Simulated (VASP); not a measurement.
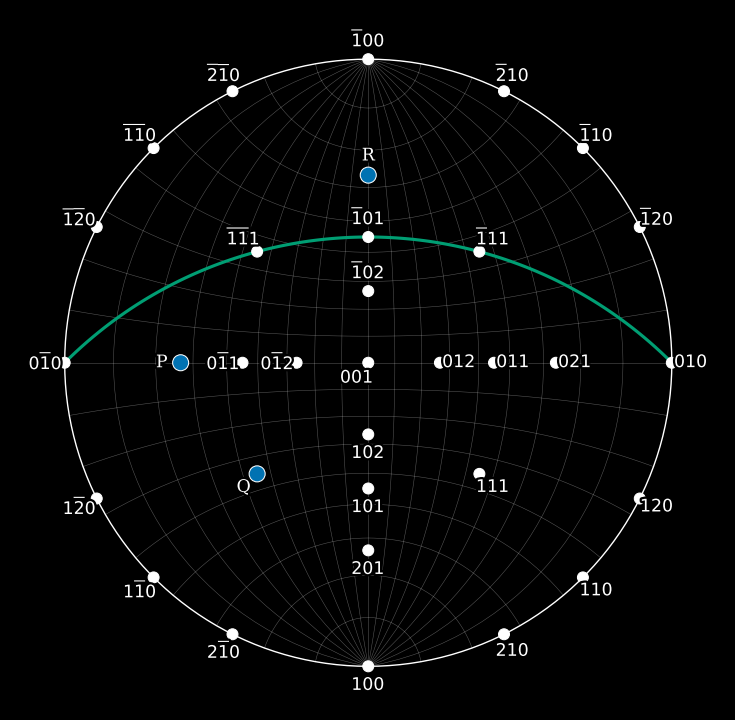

For GaP, the end point of a relaxation with VASP Kohn-Sham DFT of a periodic cell, revPBE with D4, VASP PAW PBE potentials, recommended in VASP: stereographic projection of plane normals (upper hemisphere) centred on (0 0 1). All values are computed from the atomic coordinates in the standard setting (tolerance 0.002 Å).

a = 5.402 Å, b = 5.402 Å, c = 5.402 Å, α = 90.00°, β = 90.00°, γ = 90.00°.

**Index the poles marked P, Q, R.**

P is (0 −2 1), 63.4° from the centre; Q is (1 −1 1), 54.7° from the centre; R is (−2 0 1), 63.4° from the centre.

**Which zone does the coloured great circle trace?**

The zone [1 0 1]: its poles satisfy h + l = 0.

**What is the angle between the normals of (1 2 0) and (−2 −1 0), and what are their d_hkl = 1/|g|?**

143.1°; d = 2.416 Å and 2.416 Å.
